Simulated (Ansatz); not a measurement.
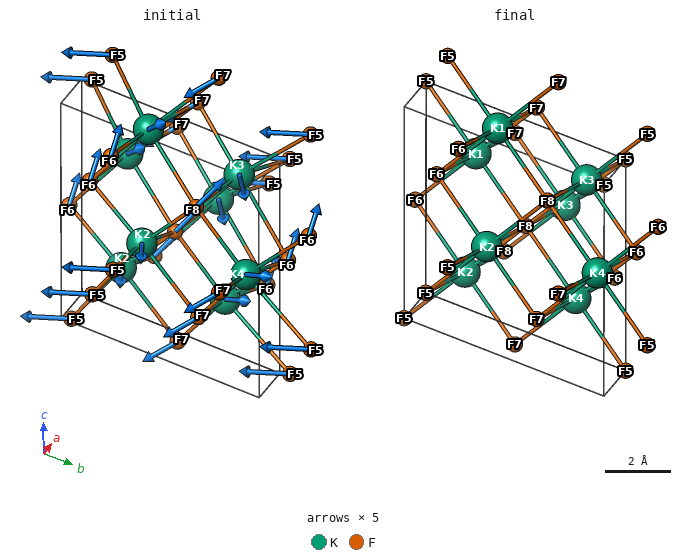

The structure of crystalline KF (a generated structure, set up in P1) (coarse preliminary run) before (left) and after (right) a relaxation, at one scale. The blue arrows give the displacements (the part carried along by the change of the cell is left out), 5 times their true length.

The picture is a ball-and-stick view of the cell of the calculation, reduced to other axes, repeated 2 × 1 × 1 with one cell outlined, seen from a free direction. Lengths and directions refer to the drawn axes.

Theory: DFT PBE, scalar-relativistic, plane waves, PAW (Ansatz). Set-up: plane-wave cutoff 420 eV; k-point mesh 4 × 2 × 2; occupations gaussian; smearing width 0.1 eV; no spin polarisation; cell and atoms relaxed; force threshold 0.025 eV/Å; at most 60 steps.

**What changed between the two?**

The atom that moves furthest relative to the cell is F5 (0.35 Å roughly along [−1 −1 0]). By element the largest moves are F 0.35 Å, K 0.26 Å. Cell: a 3.751 → 3.821 Å (+1.9 %), b 6.599 → 6.631 Å (+0.5 %), c 6.772 → 6.660 Å (−1.7 %), α 110.2° → 109.5°, β 90.5° → 90.1°, γ 90.4° → 90.0°. Volume +1.1 %. Near-neighbour distances that change, for instance: K4–F7 2.260 → 2.702 Å, K4–F5 3.101 → 2.714 Å, K2–F8 2.322 → 2.703 Å, K1–F7 3.048 → 2.706 Å. Bond angles that change, for instance: K1–F5–K4 160.2° → 179.9°, K1–F5–K2 108.5° → 90.2°, K1–F7–K4 162.9° → 179.9°. Within 0.06 Å the space group is P1 at the start and Fm-3m at the end; at a tighter tolerance small leftover displacements or strains of the cell lower it. Over 3 accepted moves (4 points after the start) the energy falls by 0.754 eV per cell of the calculation. Largest force component: 1.5 eV/Å at the start, 0.0033 eV/Å at the end. Pressure: 2.45 GPa at the start and 0.04 GPa at the end. At 1 point the geometry stayed and the basis and grid were re-selected for the new cell (energy shift of 5.8 meV per cell of the calculation at most each time).
